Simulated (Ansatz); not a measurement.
**Run report: Ta, geometry relaxation (part 2 of 2)**

The same run, continued: Ta (slab, 5 atoms in the cell); DFT, PBE, all-electron LAPW, scalar-relativistic, no spin polarisation (Ansatz 0.2.0); 9×9×1 k-mesh, Fermi–Dirac smearing of 0.08 eV. It belongs to a series of runs on one base structure; here: atoms relaxed, LAPW.

Geometry of the input (Å; fractional positions):
```
4.6946  0.0000  0.0000
-2.3473  4.0656  0.0000
0.0000  0.0000  19.8331
Ta 0.8333  0.1667  0.4154
Ta 0.1667  0.8333  0.4560
Ta 0.5000  0.5000  0.5000
Ta 0.8333  0.1667  0.5440
Ta 0.1667  0.8333  0.5846
```

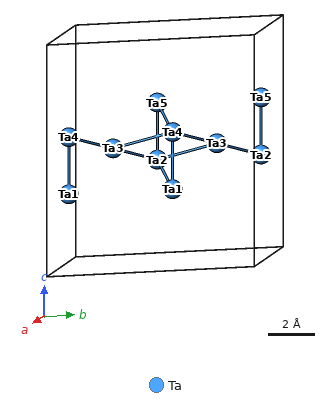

The geometry at step 2 of the log (ball-and-stick view of the 1 × 2 repeat of the cell, with the vacuum cut short, seen slightly off an axis; atoms are numbered from 1 in the order of the input).

## Output, continued
```
--- Forces (eV/Å), atoms counted from 1 ---
  atom   1  Ta    -0.00000000     0.00000000     0.00375411
  atom   2  Ta     0.00000000    -0.00000000     0.00070751
  atom   3  Ta     0.00000000     0.00000000     0.00000028
  atom   4  Ta    -0.00000000     0.00000000    -0.00070764
  atom   5  Ta     0.00000000    -0.00000000    -0.00375424
  max |Σ_I F_I| component: 1.17e-8 eV/Å
--- Stress (GPa, compression-positive) ---
       -1.510102      -0.000000       0.000000
        0.000000      -1.510102      -0.000000
        0.000000      -0.000000      -0.004478
  P = ⅓ Tr σ = -1.0082 GPa (-10.082 kbar)
--- Band table (eV; the first three rows and the last of 12) ---
  k-point 0: bands = ["-391.8113", "-391.8113", "-391.7871", "-391.7871", "-391.7871", "-391.7871", "-391.7765", "-391.7515", "-391.7515", "-391.1422", "-391.1422", "-391.1264", "-391.1264", "-391.1264", "-391.1264", "-213.3638", "-213.3638", "-213.3638", "-213.3638", "-213.3400", "-213.3359", "-213.3359", "-213.3290", "-213.3290", "-213.3290", "-213.3290", "-213.3184", "-213.3184", "-213.2935", "-213.2935", "-212.6995", "-212.6995", "-212.6995", "-212.6995", "-212.6712", "-212.6712", "-212.6671", "-212.6671", "-212.6671", "-212.6671", "-64.3726", "-64.3486", "-64.3239", "-63.7115", "-63.7100", "-31.2666", "-31.2290", "-31.0285", "-31.0285", "-30.9993", "-30.9993", "-30.9235", "-30.9235", "-30.8293", "-30.2164", "-30.2164", "-30.0624", "-30.0391", "-30.0391", "-30.0121", "-16.2300", "-16.2300", "-16.2298", "-16.2298", "-16.2235", "-16.2235", "-16.2232", "-16.2232", "-16.2214", "-16.2173", "-16.2122", "-16.1997", "-16.1997", "-16.1921", "-16.1920", "-16.1918", "-16.1897", "-16.1735", "-16.1735", "-16.1729", "-16.1717", "-15.5747", "-15.5747", "-15.5706", "-15.5706", "-15.5650", "-15.5605", "-15.5605", "-15.5580", "-15.5555", "-15.5555", "-15.5484", "-15.5427", "-15.5415", "-15.5358", "-3.5353", "-0.4267", "0.0088", "0.0088", "1.7688", "1.7688", "2.0693", "2.1075", "2.2223", "2.2223", "2.5329", "2.7610", "2.7610", "3.5392", "3.5392", "3.9760", "5.5182", "5.5182", "5.8968", "5.9582", "5.9582", "6.3010", "6.9409", "6.9409", "7.0651", "7.1018", "7.6734", "7.6734", "8.5274", "8.8199", "8.8199", "9.1737", "10.7486", "11.0067"]
  k-point 1: bands = ["-391.8113", "-391.8113", "-391.7871", "-391.7871", "-391.7871", "-391.7871", "-391.7765", "-391.7515", "-391.7515", "-391.1422", "-391.1422", "-391.1264", "-391.1264", "-391.1264", "-391.1264", "-213.3638", "-213.3638", "-213.3638", "-213.3638", "-213.3400", "-213.3359", "-213.3359", "-213.3290", "-213.3290", "-213.3290", "-213.3290", "-213.3184", "-213.3184", "-213.2935", "-213.2935", "-212.6995", "-212.6995", "-212.6995", "-212.6995", "-212.6712", "-212.6712", "-212.6671", "-212.6671", "-212.6671", "-212.6671", "-64.3710", "-64.3486", "-64.3244", "-63.7119", "-63.7107", "-31.2778", "-31.2338", "-31.1086", "-31.0873", "-30.9298", "-30.9188", "-30.9170", "-30.9077", "-30.8343", "-30.2135", "-30.2109", "-30.0672", "-30.0563", "-30.0392", "-30.0103", "-16.2305", "-16.2302", "-16.2299", "-16.2298", "-16.2238", "-16.2238", "-16.2230", "-16.2229", "-16.2207", "-16.2173", "-16.2121", "-16.2000", "-16.1997", "-16.1918", "-16.1918", "-16.1917", "-16.1899", "-16.1735", "-16.1733", "-16.1727", "-16.1718", "-15.5750", "-15.5749", "-15.5713", "-15.5705", "-15.5644", "-15.5607", "-15.5604", "-15.5582", "-15.5554", "-15.5553", "-15.5484", "-15.5429", "-15.5412", "-15.5362", "-3.3667", "-0.3888", "0.0530", "0.0976", "1.3142", "1.7056", "1.8902", "2.0904", "2.1797", "2.3320", "2.7063", "2.7847", "3.0194", "3.5703", "3.6426", "4.1443", "5.3164", "5.4395", "5.8026", "5.8764", "5.9343", "6.3901", "6.8583", "7.0014", "7.1592", "7.1863", "7.6386", "7.7153", "8.2919", "8.6028", "8.6076", "9.2645", "10.7977", "10.9973"]
  k-point 2: bands = ["-391.8113", "-391.8113", "-391.7871", "-391.7871", "-391.7871", "-391.7871", "-391.7765", "-391.7515", "-391.7515", "-391.1422", "-391.1422", "-391.1264", "-391.1264", "-391.1264", "-391.1264", "-213.3638", "-213.3638", "-213.3638", "-213.3638", "-213.3400", "-213.3359", "-213.3359", "-213.3290", "-213.3290", "-213.3290", "-213.3290", "-213.3184", "-213.3184", "-213.2935", "-213.2935", "-212.6995", "-212.6995", "-212.6995", "-212.6995", "-212.6712", "-212.6712", "-212.6671", "-212.6671", "-212.6671", "-212.6671", "-64.3666", "-64.3488", "-64.3260", "-63.7130", "-63.7125", "-31.3094", "-31.2461", "-31.1905", "-31.0956", "-30.9358", "-30.9241", "-30.8394", "-30.8330", "-30.8093", "-30.2125", "-30.1962", "-30.1306", "-30.0412", "-30.0400", "-30.0074", "-16.2315", "-16.2306", "-16.2302", "-16.2298", "-16.2242", "-16.2241", "-16.2229", "-16.2226", "-16.2194", "-16.2172", "-16.2121", "-16.2007", "-16.1995", "-16.1915", "-16.1913", "-16.1911", "-16.1903", "-16.1734", "-16.1729", "-16.1723", "-16.1722", "-15.5757", "-15.5756", "-15.5723", "-15.5703", "-15.5633", "-15.5612", "-15.5600", "-15.5588", "-15.5553", "-15.5551", "-15.5483", "-15.5435", "-15.5404", "-15.5371", "-2.8841", "-0.2916", "0.1077", "0.3561", "0.7777", "1.5231", "1.6482", "1.9510", "2.1165", "2.4894", "2.7365", "2.7731", "3.5148", "3.6862", "3.7656", "4.6545", "4.9850", "5.2682", "5.3420", "5.6381", "5.9344", "6.6053", "6.7601", "7.1016", "7.3169", "7.4299", "7.5752", "7.6179", "7.9137", "8.0837", "8.8322", "9.4734", "9.6214", "10.1890"]
  k-point 11: bands = ["-391.8113", "-391.8113", "-391.7871", "-391.7871", "-391.7871", "-391.7871", "-391.7765", "-391.7515", "-391.7515", "-391.1422", "-391.1422", "-391.1264", "-391.1264", "-391.1264", "-391.1264", "-213.3638", "-213.3638", "-213.3638", "-213.3638", "-213.3400", "-213.3359", "-213.3359", "-213.3290", "-213.3290", "-213.3290", "-213.3290", "-213.3184", "-213.3184", "-213.2935", "-213.2935", "-212.6995", "-212.6995", "-212.6995", "-212.6995", "-212.6712", "-212.6712", "-212.6671", "-212.6671", "-212.6671", "-212.6671", "-64.3520", "-64.3520", "-64.3307", "-63.7163", "-63.7163", "-31.3420", "-31.3420", "-31.0939", "-31.0836", "-31.0047", "-31.0047", "-30.7840", "-30.7840", "-30.7497", "-30.1744", "-30.1744", "-30.1673", "-30.1049", "-29.9985", "-29.9985", "-16.2327", "-16.2311", "-16.2311", "-16.2311", "-16.2238", "-16.2235", "-16.2235", "-16.2235", "-16.2170", "-16.2170", "-16.2120", "-16.2005", "-16.2005", "-16.1906", "-16.1906", "-16.1903", "-16.1903", "-16.1731", "-16.1726", "-16.1726", "-16.1713", "-15.5789", "-15.5755", "-15.5755", "-15.5684", "-15.5612", "-15.5612", "-15.5610", "-15.5571", "-15.5571", "-15.5548", "-15.5466", "-15.5466", "-15.5390", "-15.5390", "-0.6810", "-0.5561", "-0.5561", "0.6204", "0.6204", "0.8644", "2.1167", "2.4398", "2.4398", "2.6059", "2.6059", "3.1846", "3.3287", "3.6352", "3.6352", "4.2074", "4.2907", "4.2907", "5.2524", "5.2524", "5.4849", "6.3812", "6.6556", "6.6556", "7.2862", "7.2862", "7.9806", "8.3053", "8.8934", "8.8934", "9.1255", "9.4496", "9.6613", "9.6613"]
--- Relaxed structure (3 steps of the walk, 3 accepted, 0 SCFs on fresh bases) ---
  F+E_penalty+E_count = -2122839.05047095 eV   max|allowed force component| = 3.754e-3 eV/Å
  atoms:
    - { symbol: Ta, position: [0.8333333333333334, 0.1666666666666667, 0.4153941795803837] }
    - { symbol: Ta, position: [0.16666666666666669, 0.8333333333333336, 0.45596417919718246] }
    - { symbol: Ta, position: [0.5, 0.5, 0.4999999986207141] }
    - { symbol: Ta, position: [0.8333333333333334, 0.1666666666666667, 0.5440358213724742] }
    - { symbol: Ta, position: [0.16666666666666669, 0.8333333333333336, 0.5846058212292453] }
```

## Trajectory as extended XYZ (Å, eV, eV/Å), 3 frames, from step=1 to step=3
```
5
Lattice="4.6946 0.0000 0.0000 -2.3473 4.0656 0.0000 0.0000 0.0000 19.8331" Properties=species:S:1:pos:R:3:forces:R:3 step=1 energy=-2122839.05045
Ta    3.5209    0.6776    8.2389    0.0000   0.0000  -0.0084
Ta   -1.1736    3.3880    9.0444    0.0000   0.0000  -0.0146
Ta    1.1736    2.0328    9.9166    0.0000   0.0000   0.0000
Ta    3.5209    0.6776   10.7887    0.0000   0.0000   0.0146
Ta   -1.1736    3.3880   11.5942    0.0000   0.0000   0.0084
5
Lattice="4.6946 0.0000 0.0000 -2.3473 4.0656 0.0000 0.0000 0.0000 19.8331" Properties=species:S:1:pos:R:3:forces:R:3 step=2 energy=-2122839.05045
Ta    3.5209    0.6776    8.2394    0.0000   0.0000  -0.0006
Ta   -1.1736    3.3880    9.0417    0.0000   0.0000   0.0125
Ta    1.1736    2.0328    9.9166    0.0000   0.0000   0.0000
Ta    3.5209    0.6776   10.7914    0.0000   0.0000  -0.0125
Ta   -1.1736    3.3880   11.5937    0.0000   0.0000   0.0006
5
Lattice="4.6946 0.0000 0.0000 -2.3473 4.0656 0.0000 0.0000 0.0000 19.8331" Properties=species:S:1:pos:R:3:forces:R:3 step=3 energy=-2122839.05047
Ta    3.5209    0.6776    8.2386    0.0000   0.0000   0.0038
Ta   -1.1736    3.3880    9.0432    0.0000   0.0000   0.0007
Ta    1.1736    2.0328    9.9166    0.0000   0.0000   0.0000
Ta    3.5209    0.6776   10.7899    0.0000   0.0000  -0.0007
Ta   -1.1736    3.3880   11.5945    0.0000   0.0000  -0.0038
```

## Summary

| quantity | value |
| --- | --- |
| outcome | converged |
| electrons in bands (core shells apart) | 215 |
| free energy | −2122839.0505 eV |
| Fermi energy | 3.216 eV |
| final volume | 378.54 Å³ |
| largest force (length of the vector) at the end | 0.004 eV/Å |
| wall time | 11 min (CPU time 22 min) |
| peak memory | 1.8 GiB |

Spin–orbit coupling is left out, which matters for Ta.
